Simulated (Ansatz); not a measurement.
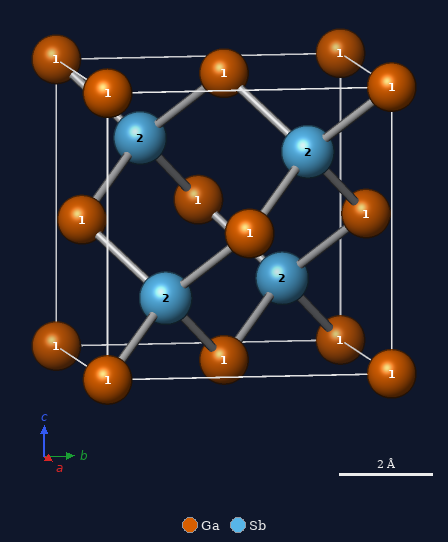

Fig. 1: The input geometry (ball-and-stick view of the cell 4 times as large as that of the calculation, set on its symmetry axes, seen slightly off an axis; atoms are numbered from 1 in the order of the input). Near neighbours in the crystal (not all of them lie inside the picture): Ga has 4 Sb at 2.69 Å; Sb has 4 Ga at 2.69 Å.

## GaSb: band-structure calculation

GaSb (F-43m, 2 atoms in the cell), computed with DFT PBE, scalar-relativistic, plane waves, PAW, no spin polarisation (Ansatz 0.2.0).

The structure derives from an entry of the Crystallography Open Database. Figures and captions count atoms from 1; the log counts them from 0 in places.

Input
```yaml
crystal:
  lattice:
    - [0.0, 3.1069206322, 3.1069206322]
    - [3.1069206322, 0.0, 3.1069206322]
    - [3.1069206322, 3.1069206322, 0.0]
  atoms:
    - { symbol: Ga, position: [0.0, 0.0, 0.0] }
    - { symbol: Sb, position: [0.25, 0.25, 0.25] }
basis:
  ecutwfc: 420
kpoints:
  mp_grid: { grid: [12, 12, 12] }
  band_path:
    path:
      - [[0.0, 0.0, 0.0], [-0.5, -0.5, 0.0], [-0.375, -0.375, 0.25]]
      - [[-0.375, 0.0, 0.375], [0.0, 0.0, 0.0], [0.0, 0.0, 0.5], [-0.5, -0.25, 0.25], [-0.5, -0.5, 0.0]]
    npoints: 14
hamiltonian:
  xc: pbe
scf:
  occupations: { method: gaussian, width: 0.1 }
  n_extra_bands: 6
output:
  forces: true
  stress: true
  eigenvalues: true
  populations: true
  dos: { projected: true, de: 0.02, nscf_kmesh: { grid: [18, 18, 18] } }
  bader: true
  write_density: true
  write_potential: true
  elf: true
  volumetric_format: npy
```

Machine: 1 thread of Arm Neoverse V1, 24 GiB of memory available, shared host.

Launched with:
```bash
ansatz run input.yaml --threads 1 --pin off --max-ram 2560MiB --backend cpu --events-out ev --progress --plain --runs-dir out
```

Output
```
scf.n_extra_bands = 6 over 14 filled bands (N_el = 28.0): the run solves 20 bands
Engine: ansatz 0.2.0, aarch64-unknown-linux-gnu
Pseudopotentials: kind: paw
Pseudopotential: Ga, paw, valence charge 13, recommended cutoff 420 eV (normal), Ga.paw.azcp
Pseudopotential: Sb, paw, valence charge 15, recommended cutoff 420 eV (normal), Sb.paw.azcp
Functional definition: PBE
  parameter kappa = 0.804
  parameter beta = 0.06672455060314922
  exchange = pbe_x(kappa = kappa, mu = beta*pi^2/3)
  correlation = pbe_c(beta = beta)
Crystal: 2 atoms, lattice volume = 59.982 Å³
Basis set: ecut = 420 eV, 1211 PW (Γ), exchange–correlation on 60×60×60 points (8 copies of the dense FFT grid, shifted against one another)
Bands: 20, of which v1, the nominal top of the filled ones, is band 14 counted from 1 (13 counted from 0)
Symmetry: 24 space group operations
Space group: F-43m (ITA 216), of the structure as read, at distance tolerance 3.9e-5 Å
k-points: 72 of 1728 (time reversal used)
Non-local potential: Ga, projectors of the file, l = 0: 2, l = 1: 2, l = 2: 3, l = 3: 1
Non-local potential: Sb, projectors of the file, l = 0: 2, l = 1: 2, l = 2: 2, l = 3: 2
PAW form: soft (Blöchl's): semilocal exchange-correlation on the pseudo side does not see the compensation charge
PAW one-centre angular grid: Ga, 590 points (default); XC on 64 Gauss nodes
PAW one-centre angular grid: Sb, 590 points (default); XC on 64 Gauss nodes
Initial density: superposition of atomic densities (neutral atoms: chi_scale 0, normalization atom), corrected by the library's trained network
Initial wavefunctions: pseudopotential atomic-orbital guess
Functional: x = pbe(κ = 0.804, μ = 0.2195149727645171), c = pbe(β = 0.06672455060314922)
SCF iter   1: F=—  HF=-10267.841375 eV  |F-HF|=—  |Δ(HF+E_count)|=         —  Δρ=1.43e-3  dr2=2.14e-3  ethr=1.77e-3  ⟨swp⟩=6.0  Hψ=7428  notcnv=0
preconditioner: auto → none  [insulator: Δε(μ)=0.306 eV  Ē_g=15.871 eV  σ=0.100 eV  W_gap=0.76  n_scr=14 (ndim 8)  ℏωp=20.3 eV  f_vac=0.105  D(μ)=0.03/eV (n_scr^D=0)  ε∞_Penn≈2.6]
SCF iter   2: F=—  HF=-10267.840103 eV  |F-HF|=—  |Δ(HF+E_count)|=   1.27e-3  Δρ=7.45e-4  dr2=3.56e-4  ethr=7.65e-6  ⟨swp⟩=2.2  Hψ=2667  notcnv=0  defer=1
SCF iter   3: F=—  HF=-10267.840052 eV  |F-HF|=—  |Δ(HF+E_count)|=   5.04e-5  Δρ=2.76e-4  dr2=5.11e-5  ethr=1.27e-6  ⟨swp⟩=2.0  Hψ=1966  notcnv=0  defer=1
SCF iter   4: F=—  HF=-10267.840081 eV  |F-HF|=—  |Δ(HF+E_count)|=   2.83e-5  Δρ=9.35e-5  dr2=3.75e-6  ethr=1.83e-7  ⟨swp⟩=2.0  Hψ=1966  notcnv=0  defer=1
SCF iter   5: F=—  HF=-10267.840088 eV  |F-HF|=—  |Δ(HF+E_count)|=   7.20e-6  Δρ=4.88e-5  dr2=8.78e-7  ethr=1.34e-8  ⟨swp⟩=2.0  Hψ=2327  notcnv=0  defer=1
SCF iter   6: F=-10267.840088 eV  HF=-10267.840088 eV  |F-HF|=1.58e-8  |Δ(HF+E_count)|=   1.58e-7  Δρ=1.51e-5  dr2=6.15e-8  ethr=3.57e-10  ⟨swp⟩=10.9  Hψ=11201  notcnv=0
SCF 1 converged in 6 iterations: F = -10267.840088 eV  dr2 = 6.15e-8
  greatest PAW one-centre occupation: 0.995 electrons in one spin orbital (limit 2), on the Sb atom at site 1 (counted from 0), in its partial waves of l = 2
```

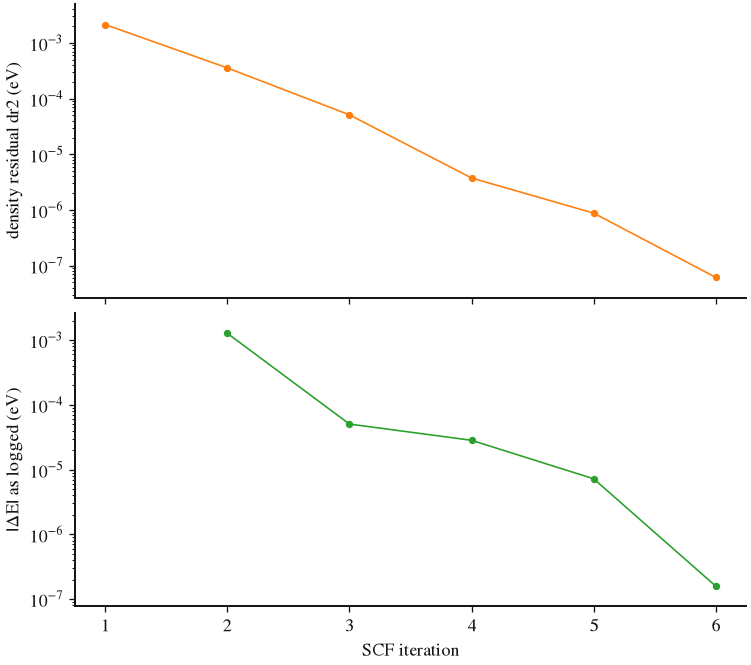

Fig. 2: Convergence of the self-consistent field: density residual dr2 and size of the energy change against the SCF iteration. The residual falls at every step.

```
NSCF: frozen V_eff on 86 k-points
NSCF: frozen V_eff on 195 k-points
SCF converged after 6 iterations
Free energy (F): -10267.840088 eV
Harris-Foulkes:  -10267.840088 eV  (|F-HF|=1.58e-8)
Internal energy: -10267.839951 eV  (E = F + TS)
E sigma→0 (E₀):  -10267.840019 eV
Entropy (-TS):   -0.000137 eV (-0.069 meV/atom)
Fermi energy:    7.165153 eV
--- Per-component energies (eV) ---
  E_band       = -274.891411
  E_kinetic    = 321.985220
  E_local      = -3975.791019  (includes V_loc(G=0)·N_el)
  E_nonlocal   = 786.976294
  E_hartree    = 1825.968125
  E_xc         = -206.852340
  E_vxc        = -153.312209  (∫ρ·V_xc dr)
  E_paw        = -6564.672769  (= ΣΔE_a)
  E_vpaw       = -906.699539  (= ΣTr[D̂ρ^β])
  E_aug_tail   = -0.000122  (compensation charges beyond the density's cutoff)
  E_ewald      = -2455.453340
  E_smearing   = -0.000137  (= −TS)
  E_closure    = -0.000000  (closes the sum)
  Σ components = -10267.840088   (vs F -10267.840088, Δ=0.00e0)
--- Forces (eV/Å), atoms counted from 1 ---
  atom   1  Ga     0.00000000     0.00000000    -0.00000000
  atom   2  Sb    -0.00000000    -0.00000000    -0.00000000
  max |Σ_I F_I| component: 4.63e-17 eV/Å
--- Stress (GPa, compression-positive) ---
       -0.002168       0.000000       0.000000
        0.000000      -0.002168       0.000000
       -0.000000       0.000000      -0.002168
  P = ⅓ Tr σ = -0.0022 GPa (-0.022 kbar)
--- Band table (eV; the first three rows and the last of 72) ---
  k-point 0: bands = ["-21.5789", "-21.5789", "-21.5789", "-21.5631", "-21.5631", "-7.7998", "-7.7998", "-7.7998", "-7.7572", "-7.7572", "-4.0474", "6.8250", "7.1155", "7.1155", "7.1155", "9.9140", "9.9140", "9.9140", "12.8830", "15.7625"]
  k-point 1: bands = ["-21.5789", "-21.5788", "-21.5788", "-21.5631", "-21.5631", "-7.8014", "-7.7991", "-7.7991", "-7.7573", "-7.7573", "-3.9800", "5.7201", "7.0025", "7.0025", "7.8303", "10.0720", "10.0720", "10.1326", "13.2740", "15.2399"]
  k-point 2: bands = ["-21.5788", "-21.5783", "-21.5783", "-21.5630", "-21.5630", "-7.8058", "-7.7971", "-7.7971", "-7.7575", "-7.7575", "-3.7818", "4.4109", "6.7442", "6.7442", "7.9896", "10.4245", "10.4245", "10.9452", "14.0854", "14.7676"]
  k-point 71: bands = ["-21.5784", "-21.5770", "-21.5741", "-21.5635", "-21.5615", "-7.8332", "-7.7844", "-7.7800", "-7.7621", "-7.7576", "-1.7471", "0.6424", "3.9835", "4.1985", "10.6311", "11.4237", "11.4315", "11.8918", "16.7612", "17.0532"]
--- Löwdin populations: 2 sites ---
  site symbol       q [e]
     0     Ga     13.2865
     1     Sb     14.6729
  spilling = 0.001449 (of n_electrons = 28.000000)
--- Bader charges: 2 sites ---
  site symbol  charge [e]  shift [e]
     0     Ga      0.3221     0.0005
     1     Sb     -0.3221     0.0005
  estimated error of the sums over rays = 4.6e-4 e
```

File bader_charges.tsv
```
# site	symbol	x_ang	y_ang	z_ang	partial_charge_e	electrons	volume_ang3	relative_density_drop	shared_charge_e	partial_wave_shift_e
# quadrature_error_electrons = 4.6e-4
0	Ga	0.0000	0.0000	0.0000	0.32206	30.67794	22.21	-	0.32206	0.00048
1	Sb	1.5535	1.5535	1.5535	-0.32206	51.32206	37.77	-	-0.32206	0.00048
```

File populations.tsv
```
# site	symbol	l	j	q
# orbitals = lowdin
# n_electrons = 28.000000
# spilling = 0.001449
0	Ga	0_4S	-	1.256873
0	Ga	1_4P	-	2.038592
0	Ga	2_3D	-	9.991019
1	Sb	0_5S	-	1.452266
1	Sb	1_5P	-	3.227796
1	Sb	2_4D	-	9.992882
```

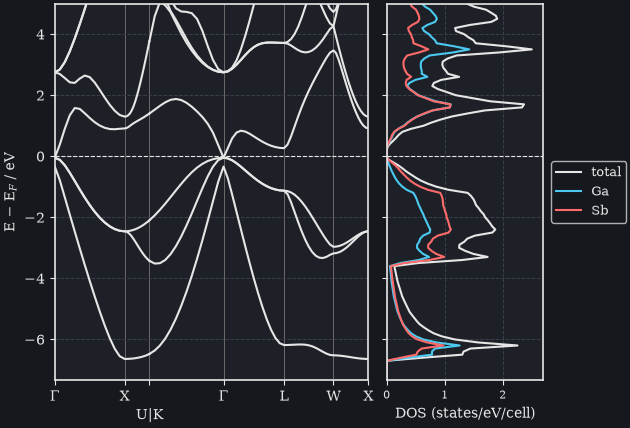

Fig. 3: Band structure along Γ–X–U|K–Γ–L–W–X and density of states (projected on Löwdin-orthogonalised atomic shells), with energies from the Fermi level. Few states lie at the Fermi level: a semimetal, or a gap closed by the functional.

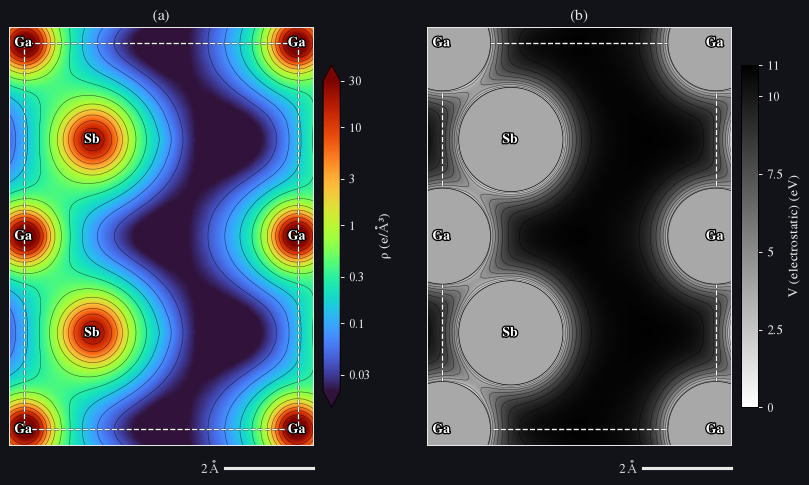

Fig. 4: (a) valence electron density; (b) electrostatic potential (local pseudopotential plus Hartree) felt by an electron on the (101) plane of the conventional cell. Grey discs, where drawn, cover atomic cores. The plane passes through Ga and Sb nuclei. Ga–Sb (2.69 Å): the density is about 0.4 e/Å³ at the midpoint. Away from the nuclei the density in this plane falls to 0.01 e/Å³ at its lowest. Outside the cores the potential energy rises away from the atoms and is highest about 2.7 Å from the nearest atoms; outside the discs it spans about 10 eV, and its zero is arbitrary. The fields are those of the smooth PAW valence density.

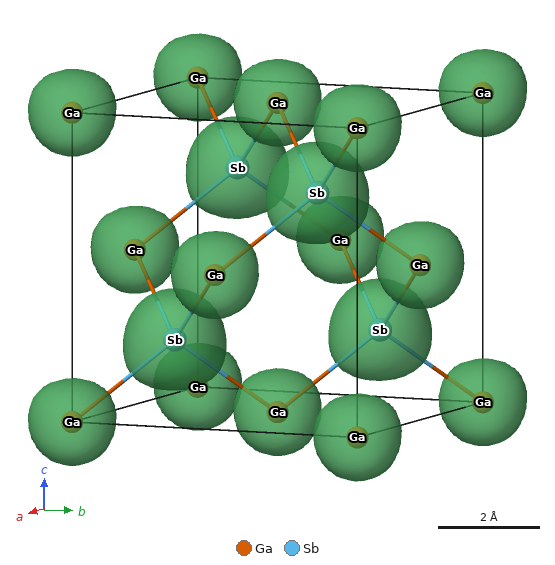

Fig. 5: Isosurface of the valence pseudo-density at 0.5 e/Å³ (green), seen slightly off an axis. Sticks mark near contacts. The outline is the cell set on symmetry axes. At this value the density breaks into separate islands; it holds about 75 % of the electrons treated as valence (semicore included). It is pinched off along the Ga–Sb (2.69 Å) contacts. On the grid the lowest density along these lines, outside the cores, is 0.38 e/Å³ (Ga–Sb, 2.69 Å).

Results in brief

| quantity | value |
| --- | --- |
| outcome | converged |
| space group (tolerance 0.01 Å) | F-43m (216) |
| electrons treated | 28 |
| free energy | −10267.8401 eV |
| Fermi energy | 7.165 eV |
| gap on the k-point mesh | none (metallic) |
| pressure | 0.00 GPa |
| largest force (length of the vector) | under 0.001 eV/Å |
| wall time | 45 s |
| peak memory | 0.4 GiB |
